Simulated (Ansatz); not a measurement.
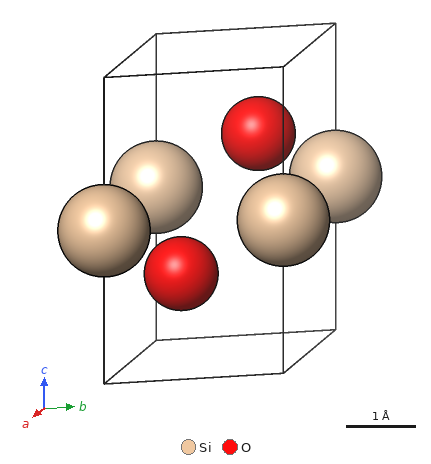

View slightly off an axis, drawn as a spheres-only model. The frame is the simulation cell; atoms at its boundary are shown with their periodic copies.

```
CELL_PARAMETERS angstrom
2.68655 0.00000 0.00000
-1.34327 2.32662 0.00000
0.00000 0.00000 4.60303
ATOMIC_POSITIONS crystal
Si 0.00000 0.00000 0.50000
O 0.33333 0.66667 0.69894
O 0.66667 0.33333 0.30106
```

Theory: Ansatz, DFT PBE+D3(BJ), scalar-relativistic, plane waves, PAW. Numerical settings: cutoff 420 eV, k-points on a 12×12×6 grid, Gaussian smearing of 0.02 eV, no spin polarisation.

What does a Bader analysis give?

Answer. Si +3.24 e; O -1.62 e. The transfer is large, as in an ionic solid.

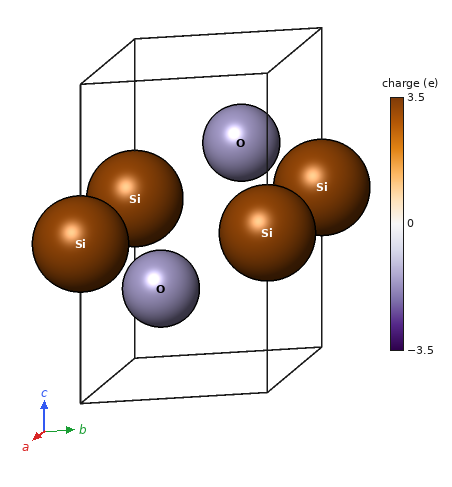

The atoms coloured by those charges.

The structure comes from a structure type filled with these elements by a generator (whether the compound takes this form wasn't checked). Earlier steps of the study may have refined or changed the cell and positions. It went into a calculation with Ansatz.
